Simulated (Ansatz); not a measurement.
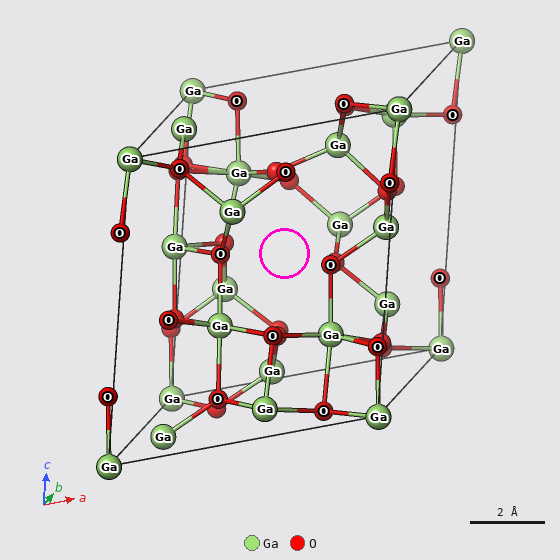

An orthographic ball-and-stick view of the structure, slightly off an axis. Atoms at the boundary of the supercell (the box) are drawn once for each face, edge or corner they touch. The host is Ga2O3, in a cell of 40 sites, and the cell carries a charge of -1. A ring marks the defect's site.

> What defect is present?

A gallium vacancy. Around the empty site lie six O at about 1.9 to 2.3 Å.

The calculation used DFT PBEsol, scalar-relativistic, plane waves, PAW in Ansatz 0.2.0, with a plane-wave cutoff of 420 eV, a 2×2×2 grid in reciprocal space, Gaussian smearing of 0.02 eV, collinear spins.

> Does the cell have a net magnetic moment?

Yes, 2.0 μB in the cell.

The atoms were relaxed in the host's cell with Ansatz, DFT PBEsol, scalar-relativistic, plane waves, PAW.
